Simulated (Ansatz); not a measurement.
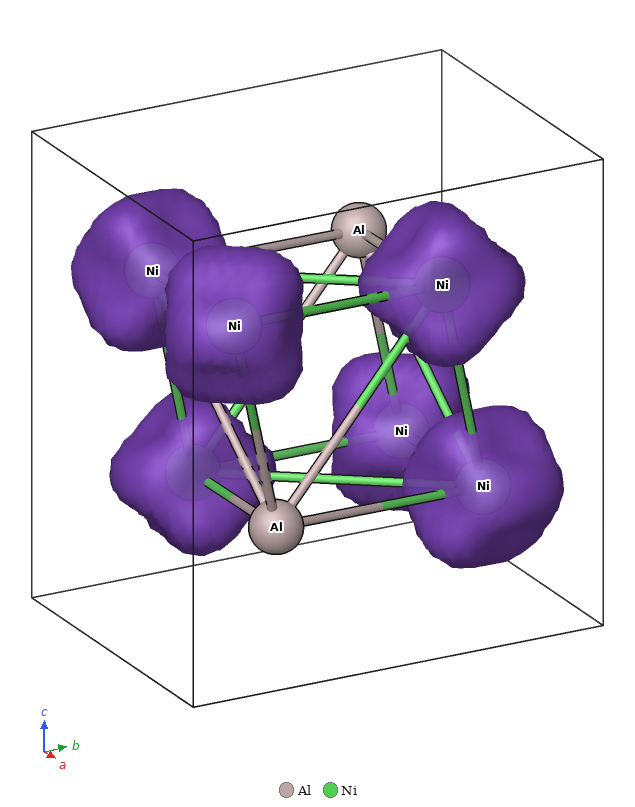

AlNi3. Isosurfaces of the spin density at +0.06 (orange) and −0.06 e/Å³ (purple), seen slightly off an axis. Sticks mark near contacts.

Space group P6₃/mmc; a structure from a database of computed crystals, not necessarily the ambient phase; spin-polarised.

Theory: DFT r2SCAN, scalar-relativistic, plane waves, PAW in Ansatz 0.2.0.

In a PAW calculation such maps are meaningful between the atoms, not at the nuclei.

```
Al Ni
1.0
     5.01008    0.00000    0.00000
    -2.50504    4.33885    0.00000
     0.00000    0.00000    4.04077
Al Ni
2 6
Direct
  0.66667 0.33333 0.25000
  0.33333 0.66667 0.75000
  0.32867 0.16434 0.75000
  0.83566 0.16434 0.75000
  0.83566 0.67133 0.75000
  0.67133 0.83566 0.25000
  0.16434 0.83566 0.25000
  0.16434 0.32867 0.25000
```

Question: Where is the spin, and how is it ordered?

Answer: The spin density sits on Ni: −0.3 μB (×6) in one cell of 8 atoms: parallel moments (a ferromagnetic arrangement) in this solution. The cell of the calculation (8 atoms) carries 1.6 μB of net spin moment. Only one sign reaches the isovalue.
